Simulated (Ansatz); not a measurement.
The coordinates of a crystal:

```cif
data_structure
_symmetry_space_group_name_H-M 'P 1'
_symmetry_Int_Tables_number 1
_cell_length_a 2.5961
_cell_length_b 2.5961
_cell_length_c 4.2476
_cell_angle_alpha 90.000
_cell_angle_beta 90.000
_cell_angle_gamma 120.000
_cell_volume 24.79
loop_
_atom_site_label
_atom_site_type_symbol
_atom_site_fract_x
_atom_site_fract_y
_atom_site_fract_z
_atom_site_occupancy
Al1 Al 0.66667 0.33333 0.75000 1
Al2 Al 0.33333 0.66667 0.25000 1
```

> Before looking at a picture, describe the arrangement of atoms.

The element is aluminium. The atoms follow space group P6_3/mmc (No. 194); the Bravais lattice is primitive hexagonal. Prototype: hexagonal close-packed (Mg type). The cell holds two atoms. Each Al atom is coordinated by twelve Al in an anticuboctahedral arrangement at 2.60 Å. The bonds build a three-dimensional framework.

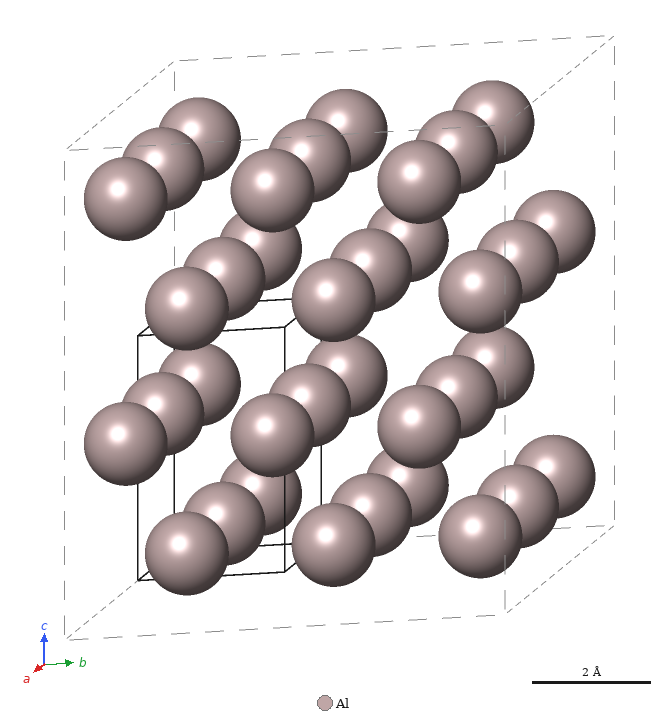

The figure gives a spheres-only picture of the atoms, viewed slightly off an axis. The solid frame is a single conventional unit cell within a 3×3×2 block. Colours: aluminium light grey.

The model was built from a structure listed in the Materials Project. It was relaxed with Ansatz 0.2.0, DFT LDA, scalar-relativistic, plane waves, PAW under a constraint or pressure on the cell, so some stress remains.

At this level of theory the cell isn't at rest (compressed, at 35 GPa), so its distances can differ from those at equilibrium, the more so the softer the solid.
